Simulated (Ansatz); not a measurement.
Lu

Input file:

```
crystal:
  lattice:
    - [3.5070645505, 0.0, 0.0]
    - [-1.7535322753, 3.0372069935, 0.0]
    - [0.0, 0.0, 5.4613317704]
  atoms:
    - { symbol: Lu, position: [0.3333333333, 0.6666666667, 0.25] }
    - { symbol: Lu, position: [0.6666666667, 0.3333333333, 0.75] }
basis:
  ecutwfc: 420
kpoints:
  mp_grid: { grid: [15, 15, 8] }
hamiltonian:
  xc: lda
scf:
  occupations: { method: gaussian, width: 0.1 }
output:
  forces: true
  stress: true
  eigenvalues: true
  write_density: true
  write_potential: true
  elf: true
  volumetric_format: npy
relax:
  adjacent_minimum: "off"
  f_tol: 0.005
  max_steps: 50
  cell: { stress_tol: 0.05 }
```

Launched as:

```sh
ansatz run input.yaml --threads 1 --pin off --max-ram 2560MiB --backend cpu --events-out ev --progress --plain --runs-dir out
```

Below, planes, directions and counts refer to the conventional cell (a = 3.38 Å, b = 3.38 Å, c = 5.24 Å, α = 90.00°, β = 90.00°, γ = 120.00°).

The fields are those of the relaxed geometry.

Space group P6₃/mmc.

Computed with DFT LDA, scalar-relativistic, plane waves, PAW in Ansatz.

Q: What can the converged valence pseudo-density and electron localisation function tell about the bonding?

A: Lu–Lu (3.38 Å): ρ at the midpoint is about 0.13 e/Å³; the ELF is about 0.25 at the midpoint: no shared electron pair shows on this line.

Q: Does the calculation give a band gap?

A: It is gapless in this calculation (a metal or semimetal).

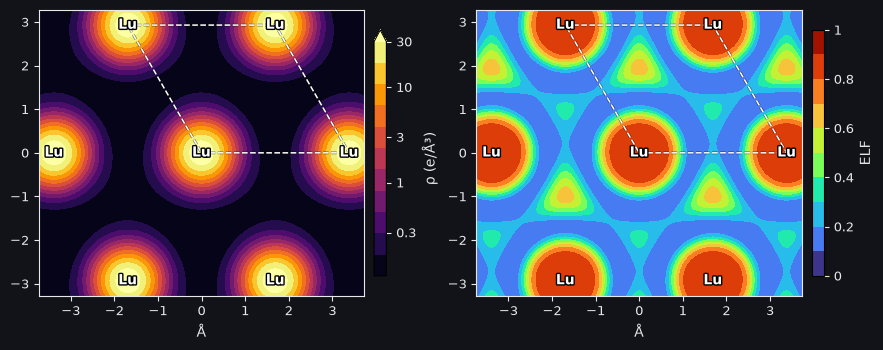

Computed valence pseudo-density and electron localisation function on the (001) plane of the conventional cell, in this order. 

Core electrons are frozen (PAW), and the valence fields are smoothed inside the atomic spheres.
